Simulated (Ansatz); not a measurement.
System: CdH₂O₂, space group P-3m1, 5 atoms in the cell.

```yaml
crystal:
  lattice:
    - [3.50197, 0.00000, 0.00000]
    - [-1.75099, 3.03280, 0.00000]
    - [0.00000, 0.00000, 4.56918]
  atoms:
    - { symbol: Cd, position: [0.00000, 0.00000, 0.00000] }
    - { symbol: H, position: [0.66667, 0.33333, 0.54687] }
    - { symbol: H, position: [0.33333, 0.66667, 0.45313] }
    - { symbol: O, position: [0.66667, 0.33333, 0.75821] }
    - { symbol: O, position: [0.33333, 0.66667, 0.24179] }
```

Method: DFT, r2SCAN, plane waves, PAW, no spin polarisation, 12×12×6 k mesh, 500 eV cutoff (Ansatz).

What will the density of states look like?

There is a gap; over the k points computed it is 2.31 eV (indirect; the smallest direct gap is 2.69 eV). The upper group of valence states starts about 7.8 eV under the valence-band top (which lies at −1.2 eV on this axis), with a gap beneath it; it holds about 22 electrons a cell. Within the window shown, the tallest peak of the filled states lies 5.8 eV under the valence-band top, at about 8 states per eV and cell.

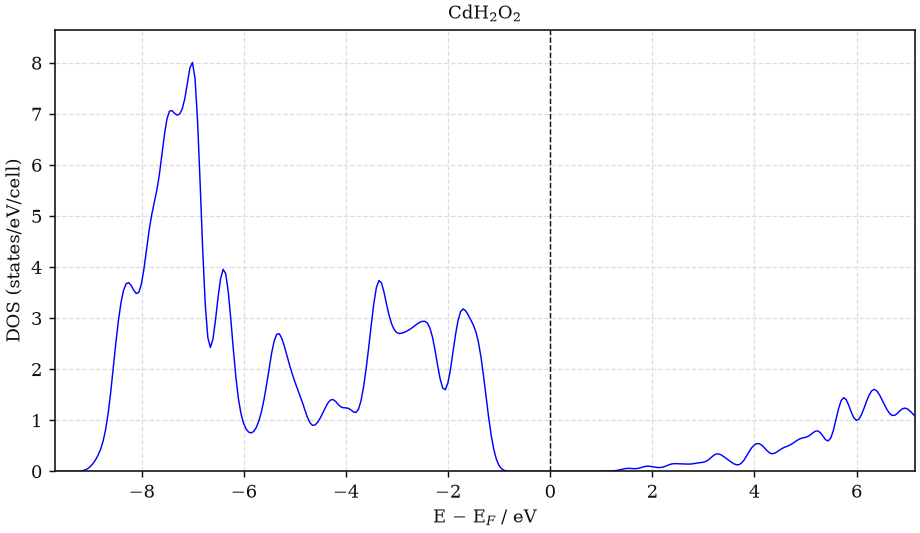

Density of states. Energies are counted from the Fermi level, put mid-gap where there is a gap. The curve is built from the levels of the k mesh with Gaussians 0.3 eV wide, which also blur the band edges.
